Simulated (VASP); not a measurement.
# Run report: Mo, geometry relaxation (part 1 of 2)

- system: Mo (Im-3m, 1 atom in the cell)
- method: Kohn-Sham DFT of a periodic cell, LDA, VASP PAW LDA potentials, recommended, no spin polarisation (VASP 6.6.1)

The structure derives from an entry of the Crystallography Open Database.

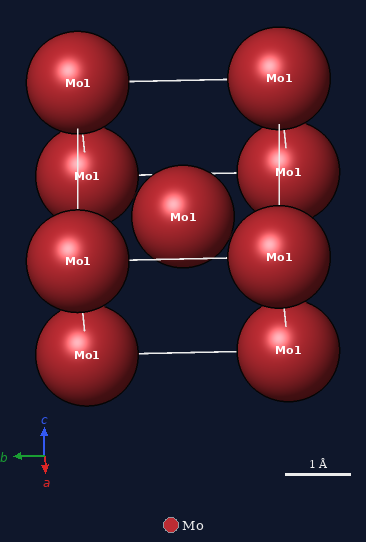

The starting structure (spheres-only view of the cell 2 times as large as that of the calculation, set on its symmetry axes, seen at an oblique angle; atoms are numbered from 1 in the order of the input).

## INCAR
```
  ALGO = Normal
  EDIFF = 1E-7
  EDIFFG = -0.002
  ENCUT = 520
  IBRION = 2
  ISIF = 3
  ISMEAR = 0
  LASPH = T
  LCHARG = F
  LREAL = F
  LWAVE = F
  NELM = 100
  NSW = 80
  PREC = Accurate
  SIGMA = 0.1
```

## KPOINTS
```
k-points
0
Gamma
  18 18 18
```

## POSCAR
```
Mo
1.0
   -1.5734150000      1.5734150000      1.5734150000
    1.5734150000     -1.5734150000      1.5734150000
    1.5734150000      1.5734150000     -1.5734150000
Mo
1
Direct
    0.0000000000      0.0000000000      0.0000000000
```

Machine: 1 thread of Intel Xeon @ 2.50GHz (Skylake/Cascade Lake), 192 GiB of memory available, shared host.

Launch command:
```bash
cat potpaw_LDA.64/Mo_sv/POTCAR > POTCAR
mpirun -np 1 vasp_std > vasp.out
```

## OSZICAR
```
N       E                     dE             d eps       ncg     rms          rms(c)
DAV:   1     0.949108793792E+02    0.94911E+02   -0.81645E+03  4322   0.131E+03
DAV:   2    -0.114615416108E+02   -0.10637E+03   -0.10277E+03  4545   0.355E+02
DAV:   3    -0.128584001563E+02   -0.13969E+01   -0.13825E+01  4922   0.419E+01
DAV:   4    -0.128626344931E+02   -0.42343E-02   -0.42338E-02  4763   0.258E+00
DAV:   5    -0.128626576435E+02   -0.23150E-04   -0.23149E-04  4938   0.191E-01    0.157E+01
DAV:   6    -0.122168883019E+02    0.64577E+00   -0.11211E+00  4641   0.131E+01    0.387E+00
DAV:   7    -0.121256718151E+02    0.91216E-01   -0.20265E-01  4990   0.506E+00    0.988E-01
DAV:   8    -0.121186983973E+02    0.69734E-02   -0.53946E-03  4514   0.101E+00    0.230E-01
DAV:   9    -0.121186724972E+02    0.25900E-04   -0.14150E-04  5340   0.161E-01    0.861E-02
DAV:  10    -0.121186838732E+02   -0.11376E-04   -0.91350E-06  4689   0.393E-02    0.110E-03
DAV:  11    -0.121186838798E+02   -0.65866E-08   -0.43964E-08  3379   0.268E-03
   1 F= -.12118684E+02 E0= -.12117490E+02  d E =-.121187E+02
       N       E                     dE             d eps       ncg     rms          rms(c)
DAV:   1    -0.143890967475E+02   -0.22704E+01   -0.61212E+01  4479   0.113E+02    0.259E+01
DAV:   2    -0.122163939860E+02    0.21727E+01   -0.43300E+00  4341   0.293E+01    0.313E+00
DAV:   3    -0.119943721686E+02    0.22202E+00   -0.79420E-01  4585   0.119E+01    0.481E+00
DAV:   4    -0.120138913063E+02   -0.19519E-01   -0.17165E-02  4555   0.161E+00    0.107E+00
DAV:   5    -0.120152419596E+02   -0.13507E-02   -0.44761E-03  4683   0.875E-01    0.155E-01
DAV:   6    -0.120152170213E+02    0.24938E-04   -0.61165E-05  4664   0.992E-02    0.301E-02
DAV:   7    -0.120152154254E+02    0.15959E-05   -0.48027E-06  4785   0.261E-02    0.216E-03
DAV:   8    -0.120152154072E+02    0.18238E-07   -0.25029E-08  2847   0.214E-03
   2 F= -.12015215E+02 E0= -.12014039E+02  d E =0.103468E+00
       N       E                     dE             d eps       ncg     rms          rms(c)
DAV:   1    -0.135558511840E+02   -0.15406E+01   -0.36930E+01  4452   0.909E+01    0.115E+01
DAV:   2    -0.121850455372E+02    0.13708E+01   -0.32698E+00  4353   0.235E+01    0.305E+00
DAV:   3    -0.121159613352E+02    0.69084E-01   -0.38704E-01  4620   0.803E+00    0.122E+00
DAV:   4    -0.121247699476E+02   -0.88086E-02   -0.30800E-03  4536   0.691E-01    0.767E-01
DAV:   5    -0.121307769531E+02   -0.60070E-02   -0.29748E-03  4528   0.566E-01    0.154E-02
DAV:   6    -0.121307737983E+02    0.31548E-05   -0.21063E-05  4823   0.497E-02    0.788E-03
DAV:   7    -0.121307713720E+02    0.24263E-05   -0.19723E-06  4621   0.157E-02    0.262E-03
DAV:   8    -0.121307713645E+02    0.74951E-08   -0.36236E-08  2859   0.245E-03
   3 F= -.12130771E+02 E0= -.12129695E+02  d E =-.120875E-01
       N       E                     dE             d eps       ncg     rms          rms(c)
DAV:   1    -0.121309688476E+02   -0.19748E-03   -0.45561E-03  4488   0.992E-01    0.165E-01
DAV:   2    -0.121307991402E+02    0.16971E-03   -0.36692E-04  4461   0.257E-01    0.249E-02
DAV:   3    -0.121307874351E+02    0.11705E-04   -0.53615E-05  4641   0.951E-02    0.261E-02
DAV:   4    -0.121307891951E+02   -0.17600E-05   -0.10047E-06  4467   0.115E-02    0.943E-04
DAV:   5    -0.121307891872E+02    0.78367E-08   -0.85203E-08  2826   0.394E-03
   4 F= -.12130789E+02 E0= -.12129716E+02  d E =-.121053E-01
       N       E                     dE             d eps       ncg     rms          rms(c)
DAV:   1    -0.121308509684E+02   -0.61773E-04   -0.16301E-03  4482   0.594E-01    0.990E-02
DAV:   2    -0.121307901842E+02    0.60784E-04   -0.13136E-04  4458   0.154E-01    0.150E-02
DAV:   3    -0.121307859863E+02    0.41979E-05   -0.19234E-05  4653   0.570E-02    0.156E-02
DAV:   4    -0.121307866163E+02   -0.63001E-06   -0.36007E-07  4428   0.687E-03    0.567E-04
DAV:   5    -0.121307866130E+02    0.32821E-08   -0.30432E-08  2394   0.235E-03
   5 F= -.12130787E+02 E0= -.12129716E+02  d E =-.121027E-01
       N       E                     dE             d eps       ncg     rms          rms(c)
DAV:   1    -0.121311951212E+02   -0.40850E-03   -0.10691E-02  4482   0.152E+00    0.252E-01
DAV:   2    -0.121307965875E+02    0.39853E-03   -0.86444E-04  4461   0.394E-01    0.383E-02
DAV:   3    -0.121307692917E+02    0.27296E-04   -0.12580E-04  4641   0.146E-01    0.395E-02
DAV:   4    -0.121307734353E+02   -0.41436E-05   -0.23858E-06  4461   0.176E-02    0.155E-03
DAV:   5    -0.121307734117E+02    0.23553E-07   -0.19996E-07  4263   0.594E-03
   6 F= -.12130773E+02 E0= -.12129697E+02  d E =0.132013E-04
       N       E                     dE             d eps       ncg     rms          rms(c)
DAV:   1    -0.121309973074E+02   -0.22387E-03   -0.52705E-03  4482   0.107E+00    0.178E-01
DAV:   2    -0.121308010168E+02    0.19629E-03   -0.42433E-04  4464   0.276E-01    0.268E-02
DAV:   3    -0.121307874553E+02    0.13561E-04   -0.62046E-05  4638   0.102E-01    0.281E-02
DAV:   4    -0.121307894820E+02   -0.20267E-05   -0.11580E-06  4467   0.123E-02    0.101E-03
DAV:   5    -0.121307894728E+02    0.91452E-08   -0.98444E-08  2843   0.423E-03
   7 F= -.12130789E+02 E0= -.12129717E+02  d E =-.285984E-05
```

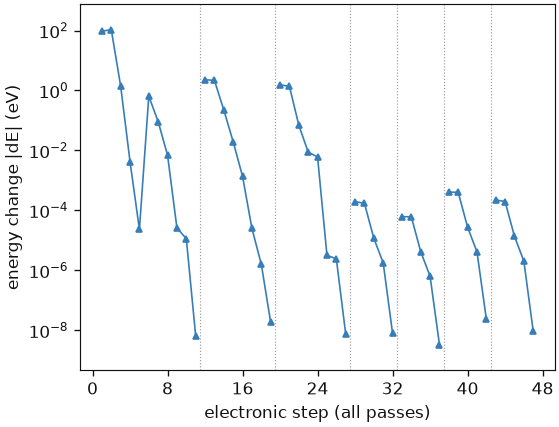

Convergence of the self-consistent field: energy change |dE| against the electronic step. Each stretch between dotted lines is the SCF of one geometry step of a relaxation. The 7 ionic steps take 5 to 11 electronic steps each. The density is held fixed in the first few steps, and dE rises again when its update begins.

## Parts of OUTCAR
```
EDIFF = 1E-7
   EDIFFG = -0.002
   ENCUT = 520
   IBRION = 2
   ISIF = 3
   ISMEAR = 0
   LASPH = T
   LREAL = F
   NELM = 100
   NSW = 80
   PREC = Accurate

 ion  position               nearest neighbor table
   1  0.000  0.000  0.000-

  LATTYP: Found a body centered cubic cell.
 ALAT       =     3.1468300000

  Lattice vectors:

 A1 = (  -1.5734150000,   1.5734150000,   1.5734150000)
 A2 = (   1.5734150000,  -1.5734150000,   1.5734150000)
 A3 = (   1.5734150000,   1.5734150000,  -1.5734150000)

Analysis of symmetry for initial positions (statically):
=====================================================================
 Subroutine PRICEL returns:
 Original cell was already a primitive cell.

 Routine SETGRP: Setting up the symmetry group for a
 body centered cubic supercell.

 Subroutine GETGRP returns: Found 48 space group operations
 (whereof 48 operations were pure point group operations)
 out of a pool of 48 trial point group operations.

The static configuration has the point symmetry O_h .

Analysis of symmetry for dynamics (positions and initial velocities):
=====================================================================
 Subroutine PRICEL returns:
 Original cell was already a primitive cell.

 Routine SETGRP: Setting up the symmetry group for a
 body centered cubic supercell.

 Subroutine GETGRP returns: Found 48 space group operations
 (whereof 48 operations were pure point group operations)
 out of a pool of 48 trial point group operations.

The dynamic configuration has the point symmetry O_h .

 Subroutine INISYM returns: Found 48 space group operations
 (whereof 48 operations are pure point group operations),
 and found     1 'primitive' translations

----------------------------------------------------------------------------------------

                                     Primitive cell

  volume of cell :      15.5808

  direct lattice vectors                    reciprocal lattice vectors
    -1.573415000  1.573415000  1.573415000     0.000000000  0.317780115  0.317780115
     1.573415000 -1.573415000  1.573415000     0.317780115  0.000000000  0.317780115
     1.573415000  1.573415000 -1.573415000     0.317780115  0.317780115  0.000000000

  length of vectors
     2.725234721  2.725234721  2.725234721     0.449408949  0.449408949  0.449408949

  position of ions in fractional coordinates (direct lattice)
     0.000000000  0.000000000  0.000000000

  ion indices of the primitive-cell ions
   primitive index   ion index
                 1           1

----------------------------------------------------------------------------------------

 KPOINTS: k-points

Automatic generation of k-mesh.
 Grid dimensions read from file:
 generate k-points for:   18   18   18

 Generating k-lattice:

  Cartesian coordinates                     Fractional coordinates (reciprocal lattice)
     0.000000000  0.017654451  0.017654451     0.055555556  0.000000000  0.000000000
     0.017654451  0.000000000  0.017654451     0.000000000  0.055555556  0.000000000
     0.017654451  0.017654451  0.000000000     0.000000000  0.000000000  0.055555556

  Length of vectors
     0.024967164  0.024967164  0.024967164

  Shift w.r.t. Gamma in fractional coordinates (k-lattice)
     0.000000000  0.000000000  0.000000000

 Subroutine IBZKPT returns following result:
 ===========================================

 Found    195 irreducible k-points:

 Following reciprocal coordinates:
            Coordinates               Weight
  0.000000  0.000000  0.000000      1.000000
  0.055556  0.000000  0.000000     12.000000
  0.111111  0.000000  0.000000     12.000000
  0.166667  0.000000  0.000000     12.000000
  0.222222  0.000000  0.000000     12.000000
  0.277778  0.000000  0.000000     12.000000
  0.333333  0.000000  0.000000     12.000000
  0.388889  0.000000  0.000000     12.000000
  0.444444  0.000000  0.000000     12.000000
  0.500000  0.000000  0.000000      6.000000
  0.055556  0.055556  0.000000     24.000000
  0.111111  0.055556  0.000000     48.000000
  0.166667  0.055556  0.000000     48.000000
  0.222222  0.055556  0.000000     48.000000
  0.277778  0.055556 -0.000000     48.000000
  0.333333  0.055556 -0.000000     48.000000
  0.388889  0.055556  0.000000     48.000000
  0.444444  0.055556  0.000000     48.000000
  0.111111  0.111111  0.000000     24.000000
  0.166667  0.111111  0.000000     48.000000
  0.222222  0.111111 -0.000000     48.000000
  0.277778  0.111111 -0.000000     48.000000
  0.333333  0.111111 -0.000000     48.000000
  0.388889  0.111111  0.000000     48.000000
 [... further k-points ...]
   k-points           NKPTS =    195   k-points in BZ     NKDIM =    195   number of bands    NBANDS=     11
   number of dos      NEDOS =    301   number of ions     NIONS =      1
   total plane-waves  NPLWV =   8000
   dimension x,y,z NGX =    20 NGY =   20 NGZ =   20
   dimension x,y,z NGXF=    40 NGYF=   40 NGZF=   40
   ions per type =               1
   NGX,Y,Z   is equivalent  to a cutoff of  12.20, 12.20, 12.20 a.u.
   NGXF,Y,Z  is equivalent  to a cutoff of  24.40, 24.40, 24.40 a.u.
 SYSTEM =  unknown system
   PREC   = accura    normal or accurate (medium, high low for compatibility)
   ISTART =      0    job   : 0-new  1-cont  2-samecut
   ICHARG =      2    charge: 1-file 2-atom 10-const
   ISPIN  =      1    spin polarized calculation?
   LNONCOLLINEAR =      F non collinear calculations
   LSORBIT =      F    spin-orbit coupling
   LASPH  =      T    aspherical Exc in radial PAW
   ENCUT  =  520.0 eV  38.22 Ry    6.18 a.u.   5.07  5.07  5.07*2*pi/ulx,y,z
   NELM   =    100;   NELMIN=  2; NELMDL= -5     # of ELM steps
   EDIFF  = 0.1E-06   stopping-criterion for ELM
   LREAL  =      F    real-space projection
   EDIFFG = -.2E-02   stopping-criterion for IOM
   NSW    =     80    number of steps for IOM
   IBRION =      2    ionic relax: 0-MD 1-quasi-New 2-CG
   NFREE  =      1    steps in history (QN), initial steepest desc. (CG)
   ISIF   =      3    stress and relaxation
   ISYM   =      2    0-nonsym 1-usesym 2-fastsym
   POTIM  = 0.5000    time-step for ionic-motion
   TEBEG  =    0.0;   TEEND  =   0.0 temperature during run
   PSTRESS=    0.0 pullay stress
   NELECT =      14.0000    total number of electrons
   NUPDOWN=      -1.0000    fix difference up-down
   EMIN   =  10.00;   EMAX   =-10.00  energy-range for DOS
   EFERMI =   0.00;   METHOD = LEGACY
   ISMEAR =     0;   SIGMA  =   0.10  broadening in eV -4-tet -1-fermi 0-gaus
   EFERMI_NEDOS =   21; number of points for ismear=-14 and -15
   IALGO  =     38    algorithm
   IMIX   =      4    mixing-type and parameters
     AMIX     =   0.40;   BMIX     =  1.00
     AMIX_MAG =   1.60;   BMIX_MAG =  1.00
  volume/ion in A,a.u.               =      15.58       105.14
  Fermi-wavevector in a.u.,A,eV,Ry     =   1.579747  2.985289 33.954710  2.495601
  Thomas-Fermi vector in A             =   2.680079
   LORBIT       =      0    0 simple, 1 ext, 2 COOP (PROOUT), +10 PAW based schemes
   GGA     = CA    functional components
   LHFCALC =     F    Hartree Fock is set to
   AEXX    =    0.0000 exact exchange contribution
   IVDW    =     0    specifies the selected vdW correction
   LEPSILON=     F    determine dielectric tensor
   LRPA    =     F    only Hartree local field effects (RPA)
 conjugate gradient relaxation of ions
 non-spin polarized calculation
 Gauss-broadening in eV      SIGMA  =   0.10
  energy-cutoff  :      520.00
  volume of cell :       15.58
 maximum number of plane-waves:       432
   NGX = 11   NGY = 11   NGZ = 11

--------------------------------------- Ionic step        1  -------------------------------------------

 number of electron      14.0000001 magnetization

 Free energy of the ion-electron system (eV)
  ---------------------------------------------------
  ext. energy  EPLUGINS =         0.00000000
  ---------------------------------------------------
  free energy    TOTEN  =       -12.11868388 eV

  energy without entropy =      -12.11629526  energy(sigma->0) =      -12.11748957

------------------------ aborting loop because EDIFF is reached ----------------------------------------

  FORCE on cell =-STRESS in cart. coord.  units (eV):
  Direction    XX          YY          ZZ          XY          YZ          ZX
  --------------------------------------------------------------------------------------
  -------------------------------------------------------------------------------------
  Total       -0.8007127     -0.8007127     -0.8007127     -0.0000000     -0.0000000      0.0000000
  in kB      -82.3374591    -82.3374591    -82.3374591     -0.0000000     -0.0000000      0.0000000
  external PRESSURE =     -82.3374591 kB  Pullay stress =       0.0000000 kB

 VOLUME and BASIS-vectors are now :
 -----------------------------------------------------------------------------
  energy-cutoff  :      520.00
  volume of cell :       15.58
      direct lattice vectors                 reciprocal lattice vectors
    -1.573415000  1.573415000  1.573415000     0.000000000  0.317780115  0.317780115
     1.573415000 -1.573415000  1.573415000     0.317780115  0.000000000  0.317780115
     1.573415000  1.573415000 -1.573415000     0.317780115  0.317780115  0.000000000

 POSITION                                       TOTAL-FORCE (eV/Angst)
 -----------------------------------------------------------------------------------
      0.00000      0.00000      0.00000         0.000000     -0.000000      0.000000
 -----------------------------------------------------------------------------------
    total drift:                                0.000000     -0.000000      0.000000

  FREE ENERGIE OF THE ION-ELECTRON SYSTEM (eV)
  ---------------------------------------------------
  free  energy   TOTEN  =       -12.1186838798 eV

  energy  without entropy=      -12.1162952635  energy(sigma->0) =      -12.11748957

--------------------------------------- Ionic step        2  -------------------------------------------

 number of electron      14.0000004 magnetization
```
